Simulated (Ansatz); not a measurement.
**Single-point calculation, with input and output: TaN (part 2 of 3)**

Continued. System: TaN (P6₃/mmc, 4 atoms in the cell). Method: DFT r2SCAN+U, scalar-relativistic, plane waves, PAW, Ueff = 4 eV on Ta atom 1 d; Ueff = 4 eV on Ta atom 2 d, spin-polarised (Ansatz 0.2.0); cutoff 500 eV, 7×7×4 k-mesh, Gaussian smearing of 0.05 eV, collinear spins. The structure derives from an entry of the Crystallography Open Database. It belongs to a series of runs on one base structure; here: random orbitals: harmonics, high filling.

Geometry of the input (Å; fractional positions):
```
3.0480  0.0000  0.0000
-1.5240  2.6396  0.0000
0.0000  0.0000  4.9180
Ta 0.0000  0.0000  0.0000
Ta 0.0000  0.0000  0.5000
N  0.3333  0.6667  0.2500
N  0.6667  0.3333  0.7500
```

### Log, continued
```
SCF iter   1: F=—  HF=-20645.343353 eV  |F-HF|=—  |Δ(HF+E_count)|=         —  Δρ=7.97e-2 (↑7.48e-2 ↓7.97e-2)  dr2=3.15e0  dr2_τ=3.15e-1  dr2_m=1.40e0  M=0.282 μB ∫|m|=2.213 μB  β_m=0.30  ethr=3.10e-3  ⟨swp⟩=6.0  Hψ=13724  notcnv=0  defer=3
preconditioner: auto → Kerker (q_TF=auto, 2.686 Å⁻¹)  [metal: Δε(μ)=0.036 eV  Ē_g=12.492 eV  σ=0.050 eV  W_gap=0.39  n_scr=10 (ndim 8)  ℏωp=26.4 eV  f_vac=0.000  D(μ)=1.03/eV (n_scr^D=2)]
spin=Collinear: Kerker preconditioning applied to the charge; magnetization (m = ρ↑ − ρ↓) channel mixes plain (no charge-response kernel on spin).
SCF iter   2: F=—  HF=-20645.838673 eV  |F-HF|=—  |Δ(HF+E_count)|=   4.95e-1  Δρ=5.63e-2 (↑5.24e-2 ↓5.63e-2)  dr2=1.36e0  dr2_τ=2.76e-2  dr2_m=7.08e-1  M=0.278 μB ∫|m|=2.210 μB  β_m=0.30  ethr=3.10e-3  ⟨swp⟩=2.0  Hψ=5525  notcnv=0  defer=181  κ⁻¹=1.0e0(r=1)
SCF iter   3: F=—  HF=-20646.086606 eV  |F-HF|=—  |Δ(HF+E_count)|=   2.48e-1  Δρ=3.53e-2 (↑3.40e-2 ↓3.53e-2)  dr2=1.92e-1  dr2_τ=2.06e-2  dr2_m=3.61e-1  M=0.296 μB ∫|m|=2.213 μB  β_m=0.30  ethr=3.10e-3  ⟨swp⟩=2.2  Hψ=4519  notcnv=0  defer=181  κ⁻¹=4.3e-3(r=2)
SCF iter   4: F=—  HF=-20646.295268 eV  |F-HF|=—  |Δ(HF+E_count)|=   2.09e-1  Δρ=2.40e-2 (↑2.33e-2 ↓2.40e-2)  dr2=4.40e-2  dr2_τ=4.90e-3  dr2_m=1.93e-1  M=0.301 μB ∫|m|=2.228 μB  β_m=0.30  ethr=5.35e-4  ⟨swp⟩=2.8  Hψ=6238  notcnv=0  defer=179  κ⁻¹=2.0e-3(r=3)
SCF iter   5: F=—  HF=-20646.376852 eV  |F-HF|=—  |Δ(HF+E_count)|=   8.16e-2  Δρ=1.71e-2 (↑1.71e-2 ↓1.67e-2)  dr2=4.99e-3  dr2_τ=2.43e-3  dr2_m=1.01e-1  M=0.305 μB ∫|m|=2.232 μB  β_m=0.30  ethr=1.22e-4  ⟨swp⟩=2.1  Hψ=4761  notcnv=0  defer=179  κ⁻¹=3.3e-4(r=4)
SCF iter   6: F=—  HF=-20646.425060 eV  |F-HF|=—  |Δ(HF+E_count)|=   4.82e-2  Δρ=1.22e-2 (↑1.22e-2 ↓1.22e-2)  dr2=4.63e-4  dr2_τ=1.17e-3  dr2_m=5.36e-2  M=0.310 μB ∫|m|=2.241 μB  β_m=1.10  ethr=1.38e-5  ⟨swp⟩=2.0  Hψ=5407  notcnv=0  defer=179
Mixer restart at iter 6: flushing history
spin-set hold released at iteration 6 (site moments contracting): the magnetisation degrees of freedom join the quasi-Newton model from the next iteration; the mixer history was flushed
SCF iter   7: F=-20650.031909 eV  HF=-20648.167474 eV  |F-HF|=1.86e0  |Δ(HF+E_count)|=         —  Δρ=5.62e-3 (↑5.62e-3 ↓3.94e-3)  dr2=1.97e-2  dr2_τ=1.16e-3  dr2_m=3.34e-3  M=0.335 μB ∫|m|=2.144 μB  β_m=1.20  ethr=1.29e-6  ⟨swp⟩=4.7  Hψ=9557  notcnv=0  defer=179
SCF iter   8: F=-20650.272429 eV  HF=-20649.167645 eV  |F-HF|=1.10e0  |Δ(HF+E_count)|=    1.00e0  Δρ=6.66e-3 (↑6.66e-3 ↓6.16e-3)  dr2=4.43e-2  dr2_τ=6.18e-4  dr2_m=2.92e-3  M=0.365 μB ∫|m|=2.030 μB  β_m=1.20  ethr=1.29e-6  ⟨swp⟩=3.7  Hψ=7757  notcnv=0  defer=174  κ⁻¹=1.0e0(r=1)
SCF iter   9: F=-20650.664902 eV  HF=-20650.642577 eV  |F-HF|=2.23e-2  |Δ(HF+E_count)|=    1.47e0  Δρ=8.77e-3 (↑8.01e-3 ↓8.77e-3)  dr2=8.24e-2  dr2_τ=5.33e-4  dr2_m=1.57e-3  M=0.400 μB ∫|m|=1.610 μB  β_m=0.95  ethr=1.29e-6  ⟨swp⟩=4.7  Hψ=10817  notcnv=0  defer=173  κ⁻¹=4.5e-3(r=2)
SCF iter  10: F=-20650.705546 eV  HF=-20650.689392 eV  |F-HF|=1.62e-2  |Δ(HF+E_count)|=   4.68e-2  Δρ=5.46e-3 (↑5.46e-3 ↓5.33e-3)  dr2=3.69e-2  dr2_τ=1.99e-4  dr2_m=3.75e-4  M=0.355 μB ∫|m|=1.485 μB  β_m=0.70  ethr=1.29e-6  ⟨swp⟩=3.6  Hψ=8551  notcnv=0  defer=164  κ⁻¹=1.5e-3(r=3)
SCF iter  11: F=-20650.724849 eV  HF=-20650.724161 eV  |F-HF|=6.88e-4  |Δ(HF+E_count)|=   3.48e-2  Δρ=3.82e-3 (↑3.82e-3 ↓3.34e-3)  dr2=2.40e-2  dr2_τ=1.06e-4  dr2_m=4.62e-4  M=0.279 μB ∫|m|=1.370 μB  β_m=1.20  ethr=1.29e-6  ⟨swp⟩=3.6  Hψ=7613  notcnv=0  defer=164  κ⁻¹=1.4e-3(r=4)
SCF iter  12: F=-20650.747281 eV  HF=-20650.742860 eV  |F-HF|=4.42e-3  |Δ(HF+E_count)|=   1.87e-2  Δρ=2.68e-3 (↑1.83e-3 ↓2.68e-3)  dr2=7.72e-3  dr2_τ=8.22e-5  dr2_m=2.90e-4  M=0.224 μB ∫|m|=1.290 μB  β_m=1.20  ethr=1.29e-6  ⟨swp⟩=3.3  Hψ=7137  notcnv=0  defer=162  κ⁻¹=1.3e-3(r=5)
SCF iter  13: F=-20650.761485 eV  HF=-20650.756447 eV  |F-HF|=5.04e-3  |Δ(HF+E_count)|=   1.36e-2  Δρ=1.84e-3 (↑1.67e-3 ↓1.84e-3)  dr2=2.48e-3  dr2_τ=3.38e-5  dr2_m=1.64e-4  M=0.170 μB ∫|m|=1.210 μB  β_m=1.20  ethr=1.29e-6  ⟨swp⟩=3.2  Hψ=6726  notcnv=0  defer=161  κ⁻¹=8.5e-4(r=6)
SCF iter  14: F=-20650.767132 eV  HF=-20650.762685 eV  |F-HF|=4.45e-3  |Δ(HF+E_count)|=   6.24e-3  Δρ=1.59e-3 (↑1.44e-3 ↓1.59e-3)  dr2=1.77e-3  dr2_τ=2.06e-5  dr2_m=9.23e-5  M=0.130 μB ∫|m|=1.174 μB  β_m=1.20  ethr=1.29e-6  ⟨swp⟩=2.4  Hψ=5798  notcnv=0  defer=159  κ⁻¹=2.8e-4(r=7)
SCF iter  15: F=-20650.773667 eV  HF=-20650.770940 eV  |F-HF|=2.73e-3  |Δ(HF+E_count)|=   8.26e-3  Δρ=1.23e-3 (↑9.37e-4 ↓1.23e-3)  dr2=9.25e-4  dr2_τ=7.32e-6  dr2_m=3.26e-5  M=0.079 μB ∫|m|=1.131 μB  β_m=1.20  ethr=1.29e-6  ⟨swp⟩=2.8  Hψ=5877  notcnv=0  defer=157  κ⁻¹=1.3e-4(r=8)
SCF iter  16: F=-20650.777847 eV  HF=-20650.777283 eV  |F-HF|=5.65e-4  |Δ(HF+E_count)|=   6.34e-3  Δρ=7.97e-4 (↑5.39e-4 ↓7.97e-4)  dr2=4.44e-4  dr2_τ=1.04e-5  dr2_m=4.85e-5  M=0.026 μB ∫|m|=1.086 μB  β_m=0.75  ethr=1.29e-6  ⟨swp⟩=2.8  Hψ=5970  notcnv=0  defer=155  κ⁻¹=6.4e-5(r=8)
SCF iter  17: F=-20650.778991 eV  HF=-20650.778624 eV  |F-HF|=3.66e-4  |Δ(HF+E_count)|=   1.34e-3  Δρ=6.03e-4 (↑3.90e-4 ↓6.03e-4)  dr2=1.69e-4  dr2_τ=1.85e-6  dr2_m=3.64e-5  M=0.006 μB ∫|m|=1.070 μB  β_m=1.20  ethr=1.23e-6  ⟨swp⟩=2.6  Hψ=5660  notcnv=0  defer=153  κ⁻¹=1.3e-3(r=8)
SCF iter  18: F=-20650.779752 eV  HF=-20650.779653 eV  |F-HF|=9.88e-5  |Δ(HF+E_count)|=   1.03e-3  Δρ=2.67e-4 (↑2.67e-4 ↓2.42e-4)  dr2=5.10e-5  dr2_τ=1.51e-6  dr2_m=7.96e-6  M=-0.012 μB ∫|m|=1.049 μB  β_m=0.57  ethr=4.70e-7  ⟨swp⟩=2.8  Hψ=5745  notcnv=0  defer=153  κ⁻¹=1.3e-3(r=8)
SCF iter  19: F=-20650.779794 eV  HF=-20650.779730 eV  |F-HF|=6.39e-5  |Δ(HF+E_count)|=   7.73e-5  Δρ=1.80e-4 (↑1.71e-4 ↓1.80e-4)  dr2=2.26e-5  dr2_τ=2.47e-7  dr2_m=3.42e-6  M=-0.010 μB ∫|m|=1.049 μB  β_m=1.20  ethr=1.42e-7  ⟨swp⟩=2.1  Hψ=4092  notcnv=0  defer=152  κ⁻¹=7.8e-4(r=8)
SCF iter  20: F=-20650.779856 eV  HF=-20650.779824 eV  |F-HF|=3.21e-5  |Δ(HF+E_count)|=   9.38e-5  Δρ=1.38e-4 (↑1.38e-4 ↓1.35e-4)  dr2=7.82e-6  dr2_τ=5.50e-7  dr2_m=4.32e-6  M=-0.014 μB ∫|m|=1.042 μB  β_m=1.20  ethr=6.27e-8  ⟨swp⟩=2.8  Hψ=5230  notcnv=0  defer=152  κ⁻¹=1.3e-3(r=8)
SCF iter  21: F=-20650.779888 eV  HF=-20650.779879 eV  |F-HF|=9.72e-6  |Δ(HF+E_count)|=   5.43e-5  Δρ=7.36e-5 (↑4.63e-5 ↓7.36e-5)  dr2=2.23e-6  dr2_τ=6.38e-8  dr2_m=4.91e-7  M=-0.010 μB ∫|m|=1.045 μB  β_m=1.20  ethr=2.17e-8  ⟨swp⟩=2.3  Hψ=4991  notcnv=0  defer=152  κ⁻¹=6.9e-4(r=8)
SCF iter  22: F=-20650.779900 eV  HF=-20650.779892 eV  |F-HF|=8.25e-6  |Δ(HF+E_count)|=   1.34e-5  Δρ=6.58e-5 (↑6.58e-5 ↓5.84e-5)  dr2=2.24e-6  dr2_τ=9.83e-8  dr2_m=7.43e-7  M=-0.010 μB ∫|m|=1.043 μB  β_m=1.20  ethr=6.18e-9  ⟨swp⟩=2.8  Hψ=5251  notcnv=0  defer=152  κ⁻¹=5.2e-4(r=8)
SCF iter  23: F=-20650.779910 eV  HF=-20650.779904 eV  |F-HF|=6.36e-6  |Δ(HF+E_count)|=   1.16e-5  Δρ=4.42e-5 (↑4.36e-5 ↓4.42e-5)  dr2=1.47e-6  dr2_τ=3.65e-8  dr2_m=2.20e-7  M=-0.008 μB ∫|m|=1.044 μB  β_m=1.20  ethr=6.18e-9  ⟨swp⟩=2.0  Hψ=4813  notcnv=0  defer=152  κ⁻¹=1.3e-4(r=8)
SCF iter  24: F=-20650.779919 eV  HF=-20650.779913 eV  |F-HF|=5.54e-6  |Δ(HF+E_count)|=   9.53e-6  Δρ=3.88e-5 (↑2.95e-5 ↓3.88e-5)  dr2=7.59e-7  dr2_τ=1.08e-8  dr2_m=9.28e-8  M=-0.007 μB ∫|m|=1.046 μB  β_m=1.20  ethr=4.09e-9  ⟨swp⟩=2.1  Hψ=4852  notcnv=0  defer=152  κ⁻¹=1.4e-4(r=8)
SCF iter  25: F=-20650.779940 eV  HF=-20650.779937 eV  |F-HF|=3.48e-6  |Δ(HF+E_count)|=   2.38e-5  Δρ=3.22e-5 (↑1.63e-5 ↓3.22e-5)  dr2=3.57e-7  dr2_τ=9.75e-9  dr2_m=7.80e-8  M=-0.005 μB ∫|m|=1.050 μB  β_m=1.20  ethr=2.11e-9  ⟨swp⟩=3.1  Hψ=5879  notcnv=0  defer=153  κ⁻¹=4.6e-5(r=8)
SCF iter  26: F=-20650.779953 eV  HF=-20650.779951 eV  |F-HF|=2.78e-6  |Δ(HF+E_count)|=   1.38e-5  Δρ=2.48e-5 (↑1.66e-5 ↓2.48e-5)  dr2=1.82e-7  dr2_τ=7.83e-9  dr2_m=7.05e-8  M=-0.004 μB ∫|m|=1.052 μB  β_m=1.20  ethr=9.92e-10  ⟨swp⟩=3.2  Hψ=6050  notcnv=0  defer=153  κ⁻¹=1.9e-4(r=8)
SCF iter  27: F=-20650.779965 eV  HF=-20650.779962 eV  |F-HF|=2.38e-6  |Δ(HF+E_count)|=   1.19e-5  Δρ=2.12e-5 (↑1.87e-5 ↓2.12e-5)  dr2=2.02e-7  dr2_τ=6.85e-9  dr2_m=5.38e-8  M=-0.002 μB ∫|m|=1.056 μB  β_m=1.20  ethr=2.78e-10  ⟨swp⟩=16.3  Hψ=24768  notcnv=0  κ⁻¹=2.3e-4(r=8)
SCF iter  28: F=-20650.779976 eV  HF=-20650.779974 eV  |F-HF|=2.01e-6  |Δ(HF+E_count)|=   1.16e-5  Δρ=2.07e-5 (↑1.89e-5 ↓2.07e-5)  dr2=2.54e-7  dr2_τ=5.06e-9  dr2_m=4.17e-8  M=-0.001 μB ∫|m|=1.059 μB  β_m=0.30  ethr=5.05e-10  ⟨swp⟩=3.3  Hψ=6781  notcnv=0  κ⁻¹=2.1e-4(r=8)
SCF iter  29: F=-20650.779986 eV  HF=-20650.779985 eV  |F-HF|=1.58e-6  |Δ(HF+E_count)|=   1.08e-5  Δρ=2.85e-5 (↑2.28e-5 ↓2.85e-5)  dr2=2.15e-7  dr2_τ=4.25e-9  dr2_m=1.61e-7  M=0.000 μB ∫|m|=1.064 μB  β_m=1.20  ethr=5.05e-10  ⟨swp⟩=3.4  Hψ=6744  notcnv=0  κ⁻¹=3.0e-4(r=8)
SCF iter  30: F=-20650.779996 eV  HF=-20650.779994 eV  |F-HF|=1.25e-6  |Δ(HF+E_count)|=   9.51e-6  Δρ=2.02e-5 (↑1.76e-5 ↓2.02e-5)  dr2=1.62e-7  dr2_τ=8.28e-9  dr2_m=7.67e-8  M=0.001 μB ∫|m|=1.067 μB  β_m=1.20  ethr=5.05e-10  ⟨swp⟩=3.3  Hψ=6711  notcnv=0  κ⁻¹=1.7e-3(r=8)
SCF iter  31: F=-20650.780018 eV  HF=-20650.780018 eV  |F-HF|=6.09e-7  |Δ(HF+E_count)|=   2.33e-5  Δρ=1.47e-5 (↑1.47e-5 ↓1.20e-5)  dr2=1.21e-7  dr2_τ=3.90e-9  dr2_m=2.64e-8  M=0.003 μB ∫|m|=1.079 μB  β_m=1.20  ethr=4.50e-10  ⟨swp⟩=4.1  Hψ=7997  notcnv=0  κ⁻¹=2.2e-3(r=8)
SCF iter  32: F=-20650.780024 eV  HF=-20650.780023 eV  |F-HF|=3.58e-7  |Δ(HF+E_count)|=   5.55e-6  Δρ=1.22e-5 (↑1.22e-5 ↓1.13e-5)  dr2=1.24e-7  dr2_τ=1.44e-9  dr2_m=7.33e-9  M=0.004 μB ∫|m|=1.085 μB  β_m=1.20  ethr=2.78e-10  ⟨swp⟩=13.6  Hψ=23792  notcnv=0  κ⁻¹=2.4e-3(r=8)
SCF iter  33: F=-20650.780020 eV  HF=-20650.780019 eV  |F-HF|=4.89e-7  |Δ(HF+E_count)|=   3.80e-6  Δρ=1.23e-5 (↑1.12e-5 ↓1.23e-5)  dr2=5.76e-8  dr2_τ=3.04e-9  dr2_m=2.92e-8  M=0.003 μB ∫|m|=1.081 μB  β_m=1.20  ethr=2.78e-10  ⟨swp⟩=8.9  Hψ=22770  notcnv=0  κ⁻¹=6.4e-3(r=8)
SCF iter  34: F=-20650.780024 eV  HF=-20650.780024 eV  |F-HF|=2.29e-7  |Δ(HF+E_count)|=   4.76e-6  Δρ=8.51e-6 (↑8.51e-6 ↓7.80e-6)  dr2=4.12e-8  dr2_τ=7.29e-10  dr2_m=4.91e-9  M=0.004 μB ∫|m|=1.085 μB  β_m=1.20  ethr=1.60e-10  ⟨swp⟩=12.6  Hψ=23535  notcnv=0  κ⁻¹=7.5e-3(r=8)
SCF iter  35: F=-20650.780024 eV  HF=-20650.780024 eV  |F-HF|=1.80e-7  |Δ(HF+E_count)|=   1.04e-7  Δρ=8.81e-6 (↑8.81e-6 ↓6.88e-6)  dr2=3.16e-8  dr2_τ=9.64e-10  dr2_m=7.26e-9  M=0.003 μB ∫|m|=1.085 μB  β_m=1.20  ethr=1.14e-10  ⟨swp⟩=9.3  Hψ=18285  notcnv=0  κ⁻¹=4.0e-3(r=8)
SCF iter  36: F=-20650.780025 eV  HF=-20650.780025 eV  |F-HF|=1.10e-7  |Δ(HF+E_count)|=   8.54e-7  Δρ=7.73e-6 (↑7.73e-6 ↓5.31e-6)  dr2=2.88e-8  dr2_τ=5.84e-10  dr2_m=3.58e-9  M=0.002 μB ∫|m|=1.086 μB  β_m=1.20  ethr=8.77e-11  ⟨swp⟩=10.5  Hψ=20848  notcnv=0  κ⁻¹=4.0e-3(r=8)
iter 37 did not close the SCF: its close was put off for a magnetic moment that had not settled (scf_convergence_deferred on its scf_iter line)
SCF iter  37: F=-20650.780026 eV  HF=-20650.780026 eV  |F-HF|=7.22e-8  |Δ(HF+E_count)|=   4.59e-7  Δρ=5.59e-6 (↑5.59e-6 ↓5.19e-6)  dr2=1.50e-8  dr2_τ=4.46e-10  dr2_m=3.94e-9  M=0.002 μB ∫|m|=1.086 μB  β_m=1.20  ethr=8.00e-11  ⟨swp⟩=9.8  Hψ=19201  notcnv=0  κ⁻¹=1.2e-3(r=8)
iter 38 did not close the SCF: its close was put off for a magnetic moment that had not settled (scf_convergence_deferred on its scf_iter line)
SCF iter  38: F=-20650.780026 eV  HF=-20650.780026 eV  |F-HF|=4.95e-8  |Δ(HF+E_count)|=   3.14e-7  Δρ=5.41e-6 (↑4.40e-6 ↓5.41e-6)  dr2=1.65e-8  dr2_τ=3.29e-10  dr2_m=2.50e-9  M=0.001 μB ∫|m|=1.086 μB  β_m=1.20  ethr=4.16e-11  ⟨swp⟩=6.6  Hψ=18942  notcnv=0  κ⁻¹=9.7e-4(r=8)
iter 39 did not close the SCF: its close was put off for a magnetic moment that had not settled (scf_convergence_deferred on its scf_iter line)
SCF iter  39: F=-20650.780026 eV  HF=-20650.780026 eV  |F-HF|=3.10e-8  |Δ(HF+E_count)|=   1.83e-7  Δρ=4.14e-6 (↑3.61e-6 ↓4.14e-6)  dr2=1.31e-8  dr2_τ=1.55e-10  dr2_m=1.19e-9  M=0.001 μB ∫|m|=1.087 μB  β_m=1.20  ethr=4.16e-11  ⟨swp⟩=6.5  Hψ=18055  notcnv=0  κ⁻¹=1.1e-3(r=8)
SCF iter  40: F=-20650.780026 eV  HF=-20650.780026 eV  |F-HF|=1.38e-8  |Δ(HF+E_count)|=   2.12e-7  Δρ=2.94e-6 (↑2.94e-6 ↓2.38e-6)  dr2=7.58e-9  dr2_τ=3.77e-11  dr2_m=1.44e-10  M=0.001 μB ∫|m|=1.088 μB  ethr=3.64e-11  ⟨swp⟩=7.3  Hψ=20286  notcnv=0
WARN: hamiltonian.hubbard: on 4 of 4 specified blocks the occupation matrix of this SCF's result fails the test of the specified filling. At site 0 ↑ (sites count from 0 in the list of atoms of the cell that this SCF solves) the least filled combination of the orbitals specified full has occupation 0.376, and the fullest combination of the orbitals specified empty has occupation 0.516; the filling counts as kept where the first is at least 0.75 and exceeds the second by more than 0.25. The same holds at site 0 ↓, site 1 ↑, site 1 ↓. The state of this SCF's result may not hold the specified filling, though these bounds can also misjudge a state that does. This warning does not say which state is lower in energy, or whether the specified filling is a self-consistent state at all; see hamiltonian.hubbard.sites[].starting_ns, Limitations, and scf.initial_density.shell_occupations in the input reference
SCF 1 converged in 40 iterations: F = -20650.780026 eV  dr2 = 7.58e-9
  greatest PAW one-centre occupation: 0.998 electrons in one spin orbital (limit 2), on the Ta atom at site 0 (counted from 0), in its partial waves of l = 0
```

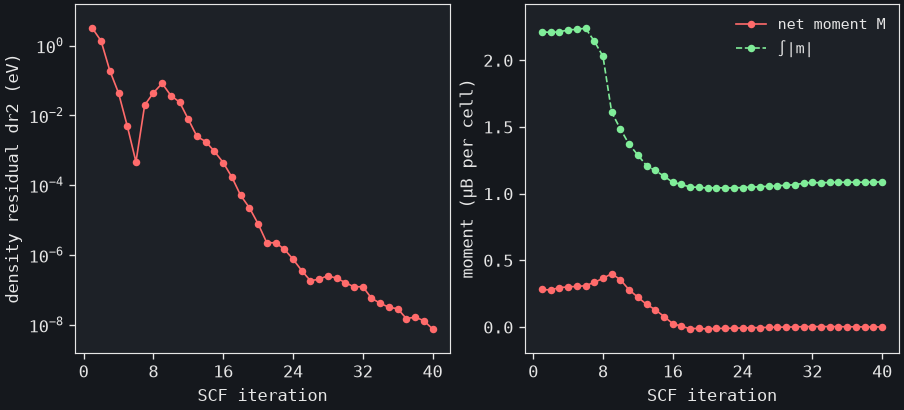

**Figure 1.** Convergence of the self-consistent field: density residual dr2 and magnetic moment against the SCF iteration. The residual falls unevenly and jumps up by a factor of two or more 2 times on the way down. The net moment goes from 0.3 to 0.0 μB per cell.

```
this state was not tested for a lower state beside it, because the mixer in use, unlike msr1, does not test its closes by its own steps (another_mixer; see scf.mixing.algorithm and scf.lower_state_search)
SCF converged after 40 iterations
Magnetization: 0.0009 μB (18.0005 up, 17.9995 down)
Absolute magnetization: 1.0945 μB (∫|ρ↑−ρ↓|, with the PAW one-centre terms)
Spin contamination: 0.5656 ħ² per cell (⟨S²⟩ above its minimum at these occupations)
Per-site moments (μB) at R_I (Å): [(0.23714579591578566, 0.8855253724830552), (-0.23677688720634726, 0.8855253724830552), (8.670473652834821e-5, 0.8855253724830552), (8.670473652837775e-5, 0.8855253724830552)]
Free energy (F): -20650.780026 eV
Harris-Foulkes:  -20650.780026 eV  (|F-HF|=1.38e-8)
Internal energy: -20650.778248 eV  (E = F + TS)
E sigma→0 (E₀):  -20650.779137 eV
Entropy (-TS):   -0.001778 eV (-0.445 meV/atom)
Fermi energy:    23.249856 eV
```
